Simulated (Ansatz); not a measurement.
## Single-point calculation of Cu (part 2 of 2)

Continued. System: Cu (Fm-3m, 27 atoms in the cell). Method: DFT LDA, scalar-relativistic, plane waves, PAW, no spin polarisation (Ansatz 0.2.0); cutoff 420 eV, 4×4×4 k-mesh, Gaussian smearing of 0.1 eV. The structure derives from a Materials Project entry. It belongs to a series of runs on one base structure; here: the perfect crystal in a cell of 27 atoms.

Log, continued
```
  k-point 1: bands = ["-93.8030", "-93.7939", "-93.7895", "-93.7895", "-93.7895", "-93.7865", "-93.7865", "-93.7865", "-93.7864", "-93.7864", ... 98 levels left out ..., "8.3596", "10.3319", "11.4112", "11.4112", "11.4112", "11.9002", "11.9002", "11.9002", "12.1337", "12.1337", "12.1337", "12.3676", "12.7335", "12.7335", "12.7335", "13.3869", "13.3869", "13.3869", "13.4902", "13.4902", "13.4902", "13.5097", "13.5097", "13.5097", "13.6704", "13.6704", "13.6704", "13.7271", "13.7271",
      "13.7271", "13.7271", "13.7271", "13.7271", "13.8431", "13.8431", "13.8431", "13.8582", "13.8582", "13.8582", "13.8582", "13.8582", "13.8582", "14.2032", "14.2032", "14.2032", "14.4837", "14.4837", "14.4837", "14.5012", "14.5012", "14.5012", "14.5447", "14.5870", "14.5870", "14.5870", "14.5870", "14.5870", "14.5870", "14.7808", "14.8313", "14.8313", "14.8313", "14.8410", "14.8410", "14.8410", "14.8451", "14.8451", "14.8949", "14.8949",
      "14.9175", "14.9175", "14.9175", "14.9796", "14.9796", "14.9796", "15.0240", "15.0240", "15.0675", "15.0675", "15.0675", "15.0866", "15.0866", "15.0866", "15.1456", "15.1456", "15.1456", "15.4547", "15.4547", "15.4547", "15.6674", "15.6674", "15.6674", "15.6674", "15.6674", "15.6674", "15.7257", "15.7257", "15.7257", "15.7660", "15.7660", "15.7660", "15.7847", "15.7847", "15.8934", "15.8934", "15.8934", "15.8963", "15.8963", "15.9094",
      "16.0851", "16.0851", "16.0851", "16.0878", "16.0878", "16.0878", "16.0995", "16.0995", "16.0995", "16.1095", "16.1095", "16.1095", "16.1476", "16.1476", "16.1476", "16.2084", "16.2084", "16.2084", "16.2685", "16.2685", "16.2685", "16.3284", "16.3284", "16.3284", "16.3284", "16.3284", "16.3284", "16.3694", "16.3694", "16.4227", "16.4227", "16.4227", "16.4527", "16.4527", "16.4527", "16.6984", "16.6984", "16.6984", "17.3796", "17.3796",
      "17.3796", "19.4420", "19.4420", "19.4420", "21.7124", "21.7124", "21.7124", "21.7124", "21.7124", "21.7124", "21.8670", "21.8670", "21.8670", "23.7753", "23.7753", "23.7753", "23.7753", "23.7753", "23.7753", "23.9334", "24.3807", "24.3807", "24.3807", "25.2396", "25.2396", "25.2396", "26.2296", "26.2296", "26.2296", "27.4058", "27.4058", "27.4058", "28.3308", "28.3308", "28.3308", "28.3308", "28.3308", "28.3308", "28.7151", "28.7151",
      "28.7151", "29.4434", "29.4434", "29.4434", "30.3140", "30.3140", "30.3140", "31.0743", "31.0743", "31.0743", "31.2463"]
  k-point 2: bands = ["-93.7992", "-93.7992", "-93.7887", "-93.7887", "-93.7887", "-93.7887", "-93.7887", "-93.7887", "-93.7834", "-93.7834", ... 98 levels left out ..., "9.1399", "9.1399", "11.5332", "11.5332", "11.5332", "11.5332", "11.5332", "11.5332", "12.5356", "12.8380", "12.8380", "12.8380", "12.8380", "12.8380", "12.8380", "13.0673", "13.0673", "13.0673", "13.0673", "13.0673", "13.0673", "13.5348", "13.5348", "13.5348", "13.5348", "13.5348", "13.5348", "13.8090", "13.8090",
      "13.8090", "13.8090", "13.8090", "13.8090", "13.8428", "13.8428", "13.8428", "13.8428", "13.8428", "13.8428", "14.1296", "14.1296", "14.1296", "14.1296", "14.1296", "14.1296", "14.4809", "14.4809", "14.4809", "14.4809", "14.4809", "14.4809", "14.5699", "14.5699", "14.5699", "14.5699", "14.5699", "14.5699", "14.6382", "14.6382", "14.6472", "14.6472", "14.6472", "14.6472", "14.6472", "14.6472", "14.8079", "14.8079", "14.9039", "14.9039",
      "14.9039", "14.9039", "14.9039", "14.9039", "15.0018", "15.0018", "15.0018", "15.0018", "15.1722", "15.1722", "15.1722", "15.1722", "15.1722", "15.1722", "15.3495", "15.3495", "15.3495", "15.3495", "15.3495", "15.3495", "15.4584", "15.4584", "15.4584", "15.4584", "15.4584", "15.4584", "15.6332", "15.6332", "15.6332", "15.6332", "15.6332", "15.6332", "15.7735", "15.7735", "15.7735", "15.7735", "16.0180", "16.0180", "16.0180", "16.0180",
      "16.0180", "16.0180", "16.0554", "16.0554", "16.0554", "16.0554", "16.0554", "16.0554", "16.1629", "16.1629", "16.1629", "16.1629", "16.1629", "16.1629", "16.2538", "16.2538", "16.2538", "16.2538", "16.2538", "16.2538", "16.4163", "16.4163", "16.4163", "16.4163", "16.4163", "16.4163", "16.4574", "16.4574", "16.5329", "16.5329", "16.5329", "16.5329", "16.5329", "16.5329", "16.8815", "17.8181", "17.8181", "17.8181", "17.8181", "17.8181",
      "17.8181", "19.4094", "19.4094", "19.4094", "19.4094", "19.4094", "19.4094", "21.8777", "21.8777", "21.8777", "21.8777", "21.8777", "21.8777", "22.2904", "23.2790", "23.2790", "23.2790", "23.2790", "23.2790", "23.2790", "25.5849", "25.5849", "25.5849", "25.5849", "25.5849", "25.5849", "27.5426", "27.5426", "27.5426", "27.5426", "27.5426", "27.5426", "28.6227", "28.6227", "28.6227", "28.6227", "28.6227", "28.6227", "30.4688", "30.4688",
      "30.4688", "30.4688", "30.4688", "30.4688", "30.5542", "30.5542", "30.5542", "30.5542", "30.5542", "30.5542", "30.8177"]
  k-point 7: bands = ["-93.7960", "-93.7960", "-93.7960", "-93.7960", "-93.7869", "-93.7869", "-93.7869", "-93.7869", "-93.7816", "-93.7816", ... 98 levels left out ..., "9.8083", "9.8083", "9.8083", "9.8083", "12.0542", "12.0542", "12.0542", "12.0542", "12.9086", "12.9086", "12.9562", "12.9562", "12.9562", "12.9562", "13.1072", "13.1072", "13.1072", "13.1072", "13.1072", "13.1072", "13.1072", "13.1072", "13.3522", "13.3522", "13.3627", "13.3627", "13.3627", "13.3627", "13.5669",
      "13.7511", "13.7511", "13.7511", "13.7511", "14.0691", "14.0691", "14.0691", "14.0691", "14.0691", "14.0691", "14.0691", "14.0691", "14.1626", "14.1626", "14.1626", "14.1626", "14.2531", "14.2531", "14.4218", "14.4218", "14.4218", "14.4218", "14.5011", "14.5011", "14.5011", "14.5011", "14.6358", "14.6358", "14.6358", "14.6358", "14.6358", "14.6358", "14.6358", "14.6358", "14.7217", "14.7217", "14.7217", "14.7217", "14.8242", "14.8242",
      "14.8242", "14.8242", "15.0716", "15.0716", "15.0716", "15.0716", "15.0833", "15.0833", "15.0833", "15.0833", "15.1627", "15.1627", "15.1627", "15.1627", "15.2104", "15.2104", "15.2104", "15.2104", "15.4945", "15.4945", "15.4945", "15.4945", "15.4945", "15.4945", "15.4945", "15.4945", "15.5402", "15.5402", "15.5402", "15.5402", "15.5500", "15.5500", "15.5500", "15.5500", "15.6403", "15.6403", "15.6403", "15.6403", "15.7518", "15.9859",
      "15.9859", "15.9859", "15.9859", "16.0145", "16.0145", "16.0145", "16.0145", "16.0160", "16.0160", "16.3085", "16.3085", "16.3663", "16.3663", "16.3663", "16.3663", "16.3663", "16.3663", "16.3663", "16.3663", "16.4196", "16.4196", "16.4196", "16.4196", "16.4578", "16.4578", "16.4578", "16.4578", "16.6191", "16.6191", "16.6198", "16.9309", "16.9309", "16.9309", "16.9309", "18.2483", "18.2483", "18.2483", "18.2483", "18.2483", "18.2483",
      "18.2483", "18.2483", "18.9498", "18.9498", "18.9498", "18.9498", "20.3492", "20.3492", "20.3492", "20.3492", "20.4417", "20.4417", "22.4693", "22.4693", "22.4693", "22.4693", "24.6380", "24.6380", "25.9509", "25.9509", "26.0503", "26.0503", "26.0503", "26.0503", "26.0503", "26.0503", "26.0503", "26.0503", "26.9209", "27.5518", "27.6901", "27.6901", "27.6901", "27.6901", "28.8354", "28.8354", "28.8354", "28.8354", "29.2649", "29.2649",
      "29.2649", "29.2649", "29.9814", "29.9814", "30.5603", "30.5603", "30.7639", "30.7639", "30.7639", "30.7639", "31.6391"]
```

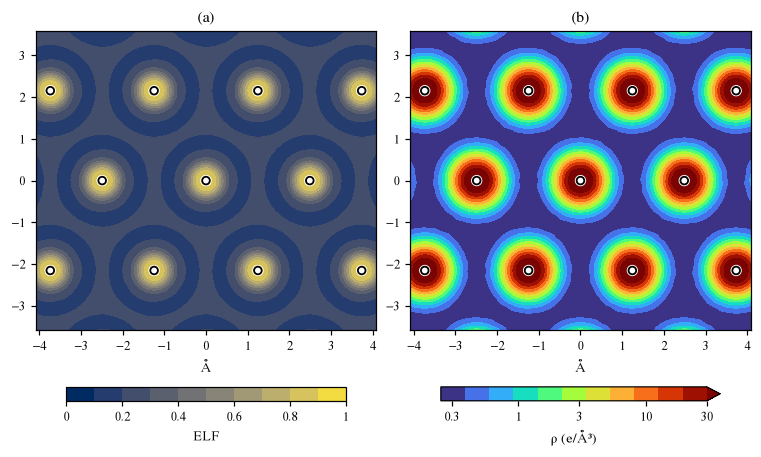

Fig. 1: (a) electron localisation function; (b) valence charge density (pseudo) on the (010) plane of the calculation cell. Circles mark the nuclei in the plane (Cu). Atoms in the plane: Cu. Cu–Cu (2.49 Å): ρ is about 0.34 e/Å³ halfway; the ELF is about 0.20 at the midpoint (no shared electron pair). Away from the nuclei the density in this plane falls to 0.25 e/Å³ at its lowest. The strong features right at Cu lie inside the PAW spheres (semicore, d or f shells) and say nothing about bonding. Core electrons are frozen (PAW), so the fields are smoothed inside the atomic spheres.

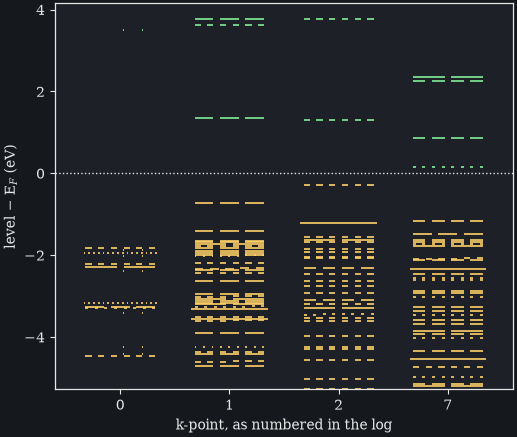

Fig. 2: Kohn–Sham levels near the Fermi level (dotted) at the few k-points that the log prints; levels within 0.02 eV of each other stand side by side. The system is metallic on the full mesh.
